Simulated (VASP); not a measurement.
# Al: geometry relaxation

System: Al (Fm-3m, 1 atom in the cell).
Method: Kohn-Sham DFT of a periodic cell, PBE, VASP PAW PBE potentials, recommended, no spin polarisation (VASP 6.6.1).

The structure derives from an entry of the Crystallography Open Database.

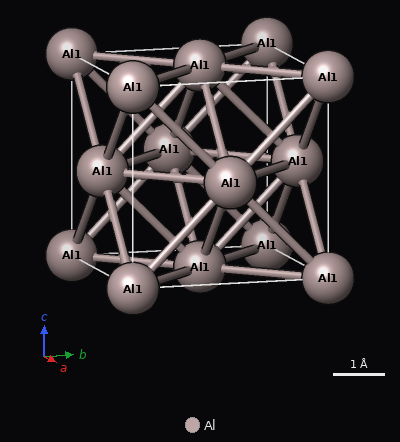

*The input geometry (ball-and-stick view of the cell 4 times as large as that of the calculation, set on its symmetry axes, seen slightly off an axis; atoms are numbered from 1 in the order of the input).*

Key numbers

- outcome: converged
- space group (tolerance 0.01 Å): Fm-3m (225)
- electrons treated: 3
- free energy: −3.7446 eV
- Fermi energy: 7.996 eV
- gap on the k-point mesh: none (metallic)
- pressure: 0.00 GPa
- final volume: 16.49 Å³
- largest force (length of the vector) at the end: under 0.001 eV/Å
- final cell: a = 2.857 Å, b = 2.857 Å, c = 2.857 Å, α = 60.00°, β = 60.00°, γ = 60.00°
- hardware: 1 thread of AMD EPYC (Zen 5), 450 GiB of memory available, shared host
- wall time: 20 s
- peak memory: 0.11 GiB

INCAR
```
ALGO = Normal
EDIFF = 1E-7
EDIFFG = -0.004
ENCUT = 600
GGA = PE
IBRION = 2
ISIF = 3
ISMEAR = 0
LASPH = True
LCHARG = False
LREAL = False
LWAVE = False
NELM = 100
NSW = 80
PREC = Accurate
SIGMA = 0.1
```

KPOINTS
```
k-points
0
Gamma
  18 18 18
```

POSCAR
```
Al
1.0
    0.0000000000      2.0248050000      2.0248050000
    2.0248050000      0.0000000000      2.0248050000
    2.0248050000      2.0248050000      0.0000000000
Al
1
Direct
    0.0000000000      0.0000000000      0.0000000000
```

Command:
```bash
cat potpaw_PBE.64/Al/POTCAR > POTCAR
mpirun -np 1 vasp_std > vasp.out
```

OSZICAR
```
N       E                     dE             d eps       ncg     rms          rms(c)
DAV:   1    -0.122755623198E+01   -0.12276E+01   -0.96862E+02  1980   0.385E+02
DAV:   2    -0.374106759169E+01   -0.25135E+01   -0.22773E+01  2440   0.339E+01
DAV:   3    -0.376670377554E+01   -0.25636E-01   -0.25488E-01  2640   0.400E+00
DAV:   4    -0.376679321862E+01   -0.89443E-04   -0.89442E-04  2565   0.232E-01
DAV:   5    -0.376679383043E+01   -0.61181E-06   -0.61267E-06  2665   0.155E-02    0.129E+00
DAV:   6    -0.375386973156E+01    0.12924E-01   -0.16779E-03  2330   0.314E-01    0.752E-01
DAV:   7    -0.374444273095E+01    0.94270E-02   -0.50318E-03  2305   0.508E-01    0.145E-01
DAV:   8    -0.374443874775E+01    0.39832E-05   -0.23805E-05  2480   0.525E-02    0.698E-03
DAV:   9    -0.374443725963E+01    0.14881E-05   -0.99851E-07  2460   0.688E-03    0.116E-03
DAV:  10    -0.374443686894E+01    0.39068E-06   -0.53271E-09  2020   0.800E-04    0.760E-04
DAV:  11    -0.374443679306E+01    0.75884E-07   -0.29675E-10  1280   0.167E-04
   1 F= -.37444368E+01 E0= -.37429977E+01  d E =-.374444E+01
       N       E                     dE             d eps       ncg     rms          rms(c)
DAV:   1    -0.374462545298E+01   -0.18858E-03   -0.27602E-03  2450   0.333E-01    0.443E-02
DAV:   2    -0.374461410709E+01    0.11346E-04   -0.17709E-05  2170   0.370E-02    0.166E-02
DAV:   3    -0.374460665701E+01    0.74501E-05   -0.26689E-06  2465   0.108E-02    0.514E-03
DAV:   4    -0.374460636559E+01    0.29142E-06   -0.25074E-07  2430   0.316E-03    0.317E-03
DAV:   5    -0.374460640890E+01   -0.43314E-07   -0.25546E-09  1190   0.539E-04
   2 F= -.37446064E+01 E0= -.37431401E+01  d E =-.169616E-03
       N       E                     dE             d eps       ncg     rms          rms(c)
DAV:   1    -0.374460969629E+01   -0.33307E-05   -0.35752E-05  2470   0.379E-02    0.502E-03
DAV:   2    -0.374460945777E+01    0.23853E-06   -0.22816E-07  2100   0.422E-03    0.190E-03
DAV:   3    -0.374460925062E+01    0.20715E-06   -0.33718E-08  1190   0.123E-03    0.477E-04
DAV:   4    -0.374460920959E+01    0.41027E-07   -0.43937E-09  1070   0.495E-04
   3 F= -.37446092E+01 E0= -.37431456E+01  d E =-.172417E-03
```

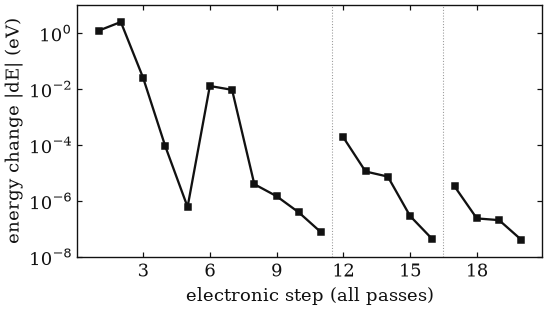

*Convergence of the self-consistent field: energy change |dE| against the electronic step. Each stretch between dotted lines is the SCF of one geometry step of a relaxation.*

The 3 ionic steps take 4 to 11 electronic steps each. The density is held fixed in the first few steps, and dE rises again when its update begins.

Parts of OUTCAR
```
EDIFF = 1E-7
   EDIFFG = -0.004
   ENCUT = 600
   GGA = PE
   IBRION = 2
   ISIF = 3
   ISMEAR = 0
   LASPH = True
   LREAL = False
   NELM = 100
   NSW = 80
   PREC = Accurate

 ion  position               nearest neighbor table
   1  0.000  0.000  0.000-

  LATTYP: Found a face centered cubic cell.
 ALAT       =     4.0496100000

  Lattice vectors:

 A1 = (   0.0000000000,   2.0248050000,   2.0248050000)
 A2 = (   2.0248050000,   0.0000000000,   2.0248050000)
 A3 = (   2.0248050000,   2.0248050000,   0.0000000000)

Analysis of symmetry for initial positions (statically):
=====================================================================
 Subroutine PRICEL returns:
 Original cell was already a primitive cell.

 Routine SETGRP: Setting up the symmetry group for a
 face centered cubic supercell.

 Subroutine GETGRP returns: Found 48 space group operations
 (whereof 48 operations were pure point group operations)
 out of a pool of 48 trial point group operations.

The static configuration has the point symmetry O_h .

Analysis of symmetry for dynamics (positions and initial velocities):
=====================================================================
 Subroutine PRICEL returns:
 Original cell was already a primitive cell.

 Routine SETGRP: Setting up the symmetry group for a
 face centered cubic supercell.

 Subroutine GETGRP returns: Found 48 space group operations
 (whereof 48 operations were pure point group operations)
 out of a pool of 48 trial point group operations.

The dynamic configuration has the point symmetry O_h .

 Subroutine INISYM returns: Found 48 space group operations
 (whereof 48 operations are pure point group operations),
 and found     1 'primitive' translations

----------------------------------------------------------------------------------------

                                     Primitive cell

  volume of cell :      16.6027

  direct lattice vectors                    reciprocal lattice vectors
     0.000000000  2.024805000  2.024805000    -0.246937359  0.246937359  0.246937359
     2.024805000  0.000000000  2.024805000     0.246937359 -0.246937359  0.246937359
     2.024805000  2.024805000  0.000000000     0.246937359  0.246937359 -0.246937359

  length of vectors
     2.863506692  2.863506692  2.863506692     0.427708053  0.427708053  0.427708053

  position of ions in fractional coordinates (direct lattice)
     0.000000000  0.000000000  0.000000000

  ion indices of the primitive-cell ions
   primitive index   ion index
                 1           1

----------------------------------------------------------------------------------------

 KPOINTS: k-points

Automatic generation of k-mesh.
 Grid dimensions read from file:
 generate k-points for:   18   18   18

 Generating k-lattice:

  Cartesian coordinates                     Fractional coordinates (reciprocal lattice)
    -0.013718742  0.013718742  0.013718742     0.055555556  0.000000000  0.000000000
     0.013718742 -0.013718742  0.013718742     0.000000000  0.055555556  0.000000000
     0.013718742  0.013718742 -0.013718742     0.000000000  0.000000000  0.055555556

  Length of vectors
     0.023761558  0.023761558  0.023761558

  Shift w.r.t. Gamma in fractional coordinates (k-lattice)
     0.000000000  0.000000000  0.000000000

 Subroutine IBZKPT returns following result:
 ===========================================

 Found    195 irreducible k-points:

 Following reciprocal coordinates:
            Coordinates               Weight
  0.000000  0.000000  0.000000      1.000000
  0.055556  0.000000  0.000000      8.000000
  0.111111  0.000000  0.000000      8.000000
  0.166667  0.000000  0.000000      8.000000
  0.222222  0.000000  0.000000      8.000000
  0.277778  0.000000  0.000000      8.000000
  0.333333  0.000000  0.000000      8.000000
  0.388889  0.000000  0.000000      8.000000
  0.444444  0.000000  0.000000      8.000000
  0.500000  0.000000  0.000000      4.000000
  0.055556  0.055556  0.000000      6.000000
  0.111111  0.055556  0.000000     24.000000
  0.166667  0.055556  0.000000     24.000000
  0.222222  0.055556  0.000000     24.000000
  0.277778  0.055556  0.000000     24.000000
  0.333333  0.055556  0.000000     24.000000
  0.388889  0.055556  0.000000     24.000000
  0.444444  0.055556  0.000000     24.000000
  0.500000  0.055556  0.000000     24.000000
 -0.444444  0.055556  0.000000     24.000000
 -0.388889  0.055556  0.000000     24.000000
 -0.333333  0.055556  0.000000     24.000000
 -0.277778  0.055556  0.000000     24.000000
 -0.222222  0.055556  0.000000     24.000000
 [... further k-points ...]
   k-points           NKPTS =    195   k-points in BZ     NKDIM =    195   number of bands    NBANDS=      5
   number of dos      NEDOS =    301   number of ions     NIONS =      1
   total plane-waves  NPLWV =  13824
   dimension x,y,z NGX =    24 NGY =   24 NGZ =   24
   dimension x,y,z NGXF=    48 NGYF=   48 NGZF=   48
   ions per type =               1
   NGX,Y,Z   is equivalent  to a cutoff of  13.93, 13.93, 13.93 a.u.
   NGXF,Y,Z  is equivalent  to a cutoff of  27.87, 27.87, 27.87 a.u.
 SYSTEM =  unknown system
   PREC   = accura    normal or accurate (medium, high low for compatibility)
   ISTART =      0    job   : 0-new  1-cont  2-samecut
   ICHARG =      2    charge: 1-file 2-atom 10-const
   ISPIN  =      1    spin polarized calculation?
   LNONCOLLINEAR =      F non collinear calculations
   LSORBIT =      F    spin-orbit coupling
   LASPH  =      T    aspherical Exc in radial PAW
   ENCUT  =  600.0 eV  44.10 Ry    6.64 a.u.   5.72  5.72  5.72*2*pi/ulx,y,z
   NELM   =    100;   NELMIN=  2; NELMDL= -5     # of ELM steps
   EDIFF  = 0.1E-06   stopping-criterion for ELM
   LREAL  =      F    real-space projection
   EDIFFG = -.4E-02   stopping-criterion for IOM
   NSW    =     80    number of steps for IOM
   IBRION =      2    ionic relax: 0-MD 1-quasi-New 2-CG
   NFREE  =      1    steps in history (QN), initial steepest desc. (CG)
   ISIF   =      3    stress and relaxation
   ISYM   =      2    0-nonsym 1-usesym 2-fastsym
   POTIM  = 0.5000    time-step for ionic-motion
   TEBEG  =    0.0;   TEEND  =   0.0 temperature during run
   PSTRESS=    0.0 pullay stress
   NELECT =       3.0000    total number of electrons
   NUPDOWN=      -1.0000    fix difference up-down
   EMIN   =  10.00;   EMAX   =-10.00  energy-range for DOS
   EFERMI =   0.00;   METHOD = LEGACY
   ISMEAR =     0;   SIGMA  =   0.10  broadening in eV -4-tet -1-fermi 0-gaus
   EFERMI_NEDOS =   21; number of points for ismear=-14 and -15
   IALGO  =     38    algorithm
   IMIX   =      4    mixing-type and parameters
     AMIX     =   0.40;   BMIX     =  1.00
     AMIX_MAG =   1.60;   BMIX_MAG =  1.00
  volume/ion in A,a.u.               =      16.60       112.04
  Fermi-wavevector in a.u.,A,eV,Ry     =   0.925526  1.748991 11.654733  0.856599
  Thomas-Fermi vector in A             =   2.051390
   LORBIT       =      0    0 simple, 1 ext, 2 COOP (PROOUT), +10 PAW based schemes
   GGA     = PE    functional components
   LHFCALC =     F    Hartree Fock is set to
   AEXX    =    0.0000 exact exchange contribution
   IVDW    =     0    specifies the selected vdW correction
   LEPSILON=     F    determine dielectric tensor
   LRPA    =     F    only Hartree local field effects (RPA)
 conjugate gradient relaxation of ions
 non-spin polarized calculation
 Gauss-broadening in eV      SIGMA  =   0.10
  energy-cutoff  :      600.00
  volume of cell :       16.60
 maximum number of plane-waves:       568
   NGX = 11   NGY = 11   NGZ = 11

--------------------------------------- Ionic step        1  -------------------------------------------

 number of electron       3.0000000 magnetization

 Free energy of the ion-electron system (eV)
  ---------------------------------------------------
  ext. energy  EPLUGINS =         0.00000000
  ---------------------------------------------------
  free energy    TOTEN  =        -3.74443679 eV

  energy without entropy =       -3.74155855  energy(sigma->0) =       -3.74299767

------------------------ aborting loop because EDIFF is reached ----------------------------------------

  FORCE on cell =-STRESS in cart. coord.  units (eV):
  Direction    XX          YY          ZZ          XY          YZ          ZX
  --------------------------------------------------------------------------------------
  -------------------------------------------------------------------------------------
  Total       -0.0515971     -0.0515971     -0.0515971      0.0000000      0.0000000      0.0000000
  in kB       -4.9791637     -4.9791637     -4.9791637      0.0000000      0.0000000      0.0000000
  external PRESSURE =      -4.9791637 kB  Pullay stress =       0.0000000 kB

 VOLUME and BASIS-vectors are now :
 -----------------------------------------------------------------------------
  energy-cutoff  :      600.00
  volume of cell :       16.60
      direct lattice vectors                 reciprocal lattice vectors
     0.000000000  2.024805000  2.024805000    -0.246937359  0.246937359  0.246937359
     2.024805000  0.000000000  2.024805000     0.246937359 -0.246937359  0.246937359
     2.024805000  2.024805000  0.000000000     0.246937359  0.246937359 -0.246937359

 POSITION                                       TOTAL-FORCE (eV/Angst)
 -----------------------------------------------------------------------------------
      0.00000      0.00000      0.00000         0.000000      0.000000      0.000000
 -----------------------------------------------------------------------------------
    total drift:                                0.000000     -0.000000     -0.000000

  FREE ENERGIE OF THE ION-ELECTRON SYSTEM (eV)
  ---------------------------------------------------
  free  energy   TOTEN  =        -3.7444367931 eV

  energy  without entropy=       -3.7415585534  energy(sigma->0) =       -3.74299767

--------------------------------------- Ionic step        2  -------------------------------------------

 number of electron       3.0000000 magnetization

------------------------ aborting loop because EDIFF is reached ----------------------------------------

  FORCE on cell =-STRESS in cart. coord.  units (eV):
  Direction    XX          YY          ZZ          XY          YZ          ZX
  --------------------------------------------------------------------------------------
  -------------------------------------------------------------------------------------
  Total        0.0069050      0.0069050      0.0069050      0.0000000     -0.0000000      0.0000000
  in kB        0.6713388      0.6713388      0.6713388      0.0000000     -0.0000000      0.0000000
  external PRESSURE =       0.6713388 kB  Pullay stress =       0.0000000 kB

 VOLUME and BASIS-vectors are now :
 -----------------------------------------------------------------------------
  energy-cutoff  :      600.00
  volume of cell :       16.48
      direct lattice vectors                 reciprocal lattice vectors
     0.000000000  2.019764892  2.019764892    -0.247553565  0.247553565  0.247553565
     2.019764892  0.000000000  2.019764892     0.247553565 -0.247553565  0.247553565
     2.019764892  2.019764892  0.000000000     0.247553565  0.247553565 -0.247553565

 POSITION                                       TOTAL-FORCE (eV/Angst)
 -----------------------------------------------------------------------------------
      2.01976      2.01976      0.00000         0.000000      0.000000      0.000000
 -----------------------------------------------------------------------------------
    total drift:                               -0.000000     -0.000000     -0.000000

  FREE ENERGIE OF THE ION-ELECTRON SYSTEM (eV)
  ---------------------------------------------------
  free  energy   TOTEN  =        -3.7446064089 eV

  energy  without entropy=       -3.7416737578  energy(sigma->0) =       -3.74314008

--------------------------------------- Ionic step        3  -------------------------------------------

 number of electron       3.0000000 magnetization

 Free energy of the ion-electron system (eV)
  ---------------------------------------------------
  ext. energy  EPLUGINS =         0.00000000
  ---------------------------------------------------
  free energy    TOTEN  =        -3.74460921 eV

  energy without entropy =       -3.74168207  energy(sigma->0) =       -3.74314564

 E-fermi :   7.9956     XC(G=0): -10.1981     alpha+bet :-14.8825

 val. band max:        7.9890509808   @ k =  -0.2778   0.2778   0.0556
 cond. band min:       7.9961487131   @ k =  -0.2778   0.5000   0.2222
 fundamental gap:      0.0070977322
 Fermi energy:         7.9956271073

 k-point     1 :       0.0000    0.0000    0.0000
  band No.  band energies     occupation
      1      -3.1329      2.00000
      2      20.6259      0.00000
      3      20.6259      0.00000
      4      20.6259      0.00000
      5      22.1210      0.00000

 k-point     2 :       0.0556    0.0000    0.0000
  band No.  band energies     occupation
      1      -3.0489      2.00000
      2      19.1084      0.00000
      3      20.3143      0.00000
      4      20.3143      0.00000
      5      22.5634      0.00000

 k-point     3 :       0.1111    0.0000    0.0000
  band No.  band energies     occupation
      1      -2.7974      2.00000
      2      16.8854      0.00000
      3      19.8028      0.00000
      4      19.8028      0.00000
      5      22.7583      0.00000

 k-point     4 :       0.1667    0.0000    0.0000
  band No.  band energies     occupation
      1      -2.3793      2.00000
      2      14.6479      0.00000
      3      19.3573      0.00000
      4      19.3573      0.00000
      5      22.5957      0.00000

 k-point     5 :       0.2222    0.0000    0.0000
  band No.  band energies     occupation
      1      -1.7959      2.00000
      2      12.4863      0.00000
      3      19.0299      0.00000
      4      19.0299      0.00000
      5      22.4251      0.00000

 [... the levels of 18 k-points are left out ...]

 k-point    24 :      -0.2222    0.0556    0.0000
  band No.  band energies     occupation
      1      -1.4912      2.00000
      2      11.8462      0.00000
      3      17.2917      0.00000
      4      20.1440      0.00000
      5      21.8899      0.00000

 [... further k-points ...]

------------------------ aborting loop because EDIFF is reached ----------------------------------------

  FORCE on cell =-STRESS in cart. coord.  units (eV):
  Direction    XX          YY          ZZ          XY          YZ          ZX
  --------------------------------------------------------------------------------------
  -------------------------------------------------------------------------------------
  Total        0.0001562      0.0001562      0.0001562      0.0000000      0.0000000      0.0000000
  in kB        0.0151693      0.0151693      0.0151693      0.0000000      0.0000000      0.0000000
  external PRESSURE =       0.0151693 kB  Pullay stress =       0.0000000 kB

 VOLUME and BASIS-vectors are now :
 -----------------------------------------------------------------------------
  energy-cutoff  :      600.00
  volume of cell :       16.49
      direct lattice vectors                 reciprocal lattice vectors
     0.000000000  2.020340548  2.020340548    -0.247483030  0.247483030  0.247483030
     2.020340548  0.000000000  2.020340548     0.247483030 -0.247483030  0.247483030
     2.020340548  2.020340548  0.000000000     0.247483030  0.247483030 -0.247483030

 POSITION                                       TOTAL-FORCE (eV/Angst)
 -----------------------------------------------------------------------------------
      0.00000      0.00000      0.00000         0.000000      0.000000      0.000000
 -----------------------------------------------------------------------------------
    total drift:                               -0.000000      0.000000      0.000000

  FREE ENERGIE OF THE ION-ELECTRON SYSTEM (eV)
  ---------------------------------------------------
  free  energy   TOTEN  =        -3.7446092096 eV

  energy  without entropy=       -3.7416820654  energy(sigma->0) =       -3.74314564

 reached required accuracy - stopping structural energy minimisation
```

CONTCAR
```
Al
   1.00000000000000
     0.0000000000000000    2.0203405475657350    2.0203405475657350
     2.0203405475657350    0.0000000000000000    2.0203405475657350
     2.0203405475657350    2.0203405475657350    0.0000000000000000
  Al
     1
Direct
     0.0000000000000000    0.0000000000000000    0.0000000000000000

  0.00000000E+00  0.00000000E+00  0.00000000E+00
```

Trajectory as extended XYZ (Å, eV, eV/Å), 3 frames, from step=0 to step=2
```
1
Lattice="0.0000 2.0248 2.0248 2.0248 0.0000 2.0248 2.0248 2.0248 0.0000" Properties=species:S:1:pos:R:3:forces:R:3 step=0 energy=-3.74444
Al    0.0000    0.0000    0.0000    0.0000   0.0000   0.0000
1
Lattice="0.0000 2.0198 2.0198 2.0198 0.0000 2.0198 2.0198 2.0198 0.0000" Properties=species:S:1:pos:R:3:forces:R:3 step=1 energy=-3.74461
Al    2.0198    2.0198    0.0000    0.0000   0.0000   0.0000
1
Lattice="0.0000 2.0203 2.0203 2.0203 0.0000 2.0203 2.0203 2.0203 0.0000" Properties=species:S:1:pos:R:3:forces:R:3 step=2 energy=-3.74461
Al    0.0000    0.0000    0.0000    0.0000   0.0000   0.0000
```
